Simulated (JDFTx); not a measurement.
Consider H.

Input file:

```
lattice \
   -3.1965368787     3.1965368787     3.1965368787 \
    3.1965368787    -3.1965368787     3.1965368787 \
    3.8899520758     3.8899520758    -3.8899520758
coords-type Lattice
ion H      0.0819900000     0.0912190000    -0.0005560000 1
ion H      0.9147530000     0.9352840000     0.0353020000 1

ion-species pseudo/H.upf
elec-cutoff 36 288
elec-ex-corr gga-PBE
kpoint-folding 11 11 11
elec-smearing Fermi 0.0018374661
elec-n-bands 6
electronic-SCF nIterations 100 energyDiffThreshold 1e-09
electronic-minimize nIterations 30 energyDiffThreshold 1e-7
converge-empty-states yes
forces-output-coords Cartesian

dump-name run.$VAR
dump End Ecomponents EigStats BandEigs Kpoints Forces Stress ElecDensity Dtot KEdensity
```

Run with:

```sh
jdftx -c 1 -i H.in -o H.out
```

Below, planes, directions and counts refer to the conventional cell (a = 3.16 Å, b = 3.16 Å, c = 3.16 Å, α = 98.58°, β = 115.18°, γ = 115.18°).

Space group P-1; a structure from a database of computed crystals, not necessarily the ambient phase; changed on purpose from its base cell (atoms moved at random by about 0.05 A).

Method: JDFTx 1.7.0 (patched build), Kohn-Sham DFT of a periodic cell, PBE, PseudoDojo-SR-PBE-0.5-standard.

What can the converged valence pseudo-density and electron localisation function tell about the bonding?

H–H (0.74 Å): ρ is about 1.9 e/Å³ halfway; the ELF is about 0.95 at the midpoint.

Metal or insulator at this level of theory?

It is gapped, with a Kohn–Sham gap of 8.8 eV on the k-point mesh, an upper bound to the gap of this method.

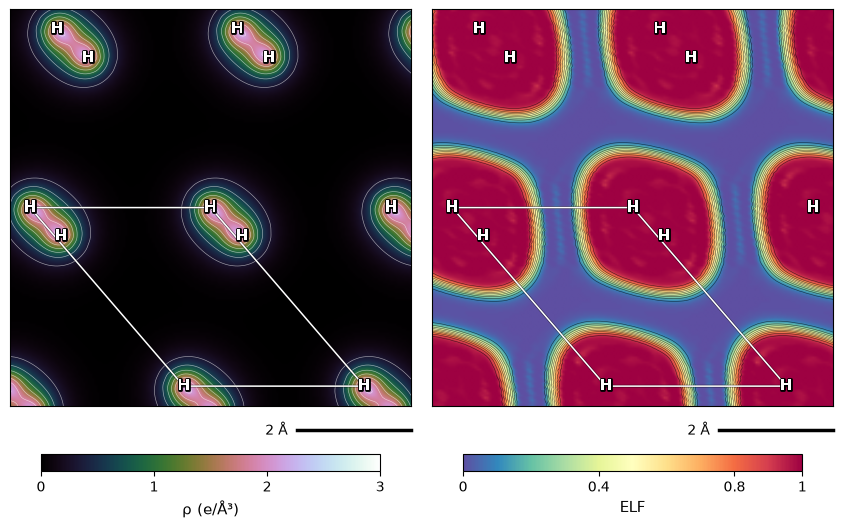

Computed valence pseudo-density and electron localisation function on the (011̄) plane of the conventional cell, in this order. 

The density is the valence pseudo-density of a pseudopotential calculation; it isn't the true density close to the nuclei.
